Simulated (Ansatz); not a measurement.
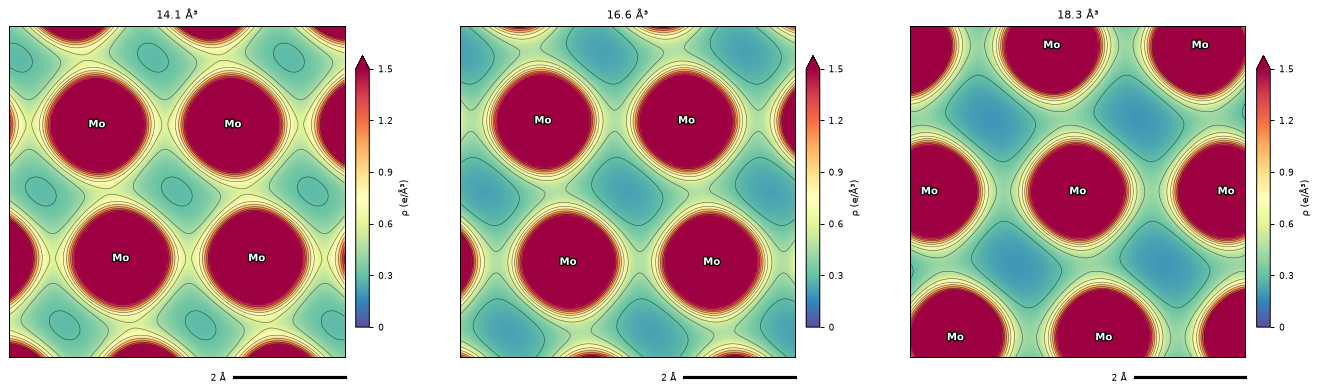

Mo. The valence charge density (pseudo) of cells scaled evenly to different volumes (given per atom above each panel), on the (010) plane of each (indices in the axes of the cell below), at one length scale and on one colour scale.

Computed without spin polarisation; PAW files of the earlier set (soft_1).

Level of theory: DFT PBE, scalar-relativistic, plane waves, PAW in Ansatz 0.2.0.

The density is the valence pseudo-density of a PAW calculation; it isn't the true density close to the nuclei.

The largest cell:

```
CELL_PARAMETERS angstrom
-1.21855 1.69084 1.69084
1.69084 -1.21855 1.69084
1.69084 1.69084 -1.21855
ATOMIC_POSITIONS crystal
Mo 0.00000 0.00000 0.00000
```

| volume (Å³/atom) | Mo–Mo contact in the plane (Å) | ρ at its midpoint (e/Å³) | pressure (GPa) | 
| --- | --- | --- | --- |
| 14.10 | 2.460 | 0.588 | 53.8 | 
| 15.78 | 2.554 | ? | ? | 
| 16.63 | 2.599 | 0.474 | 2.3 | 
| 18.31 | 2.684 | 0.416 | −15.4 | 

Estimate the missing row, and compare with the calculation.

Answer. Over the known rows ln ρ falls by 1.55 per Å of Mo–Mo distance (a least-squares line), which gives 0.508 e/Å³ at 2.554 Å; the calculation gives 0.507 e/Å³. For the pressure, a straight line in volume between the neighbouring rows gives 19.6 GPa; the calculation gives 15.3, lower because pressure rises ever faster on compression.
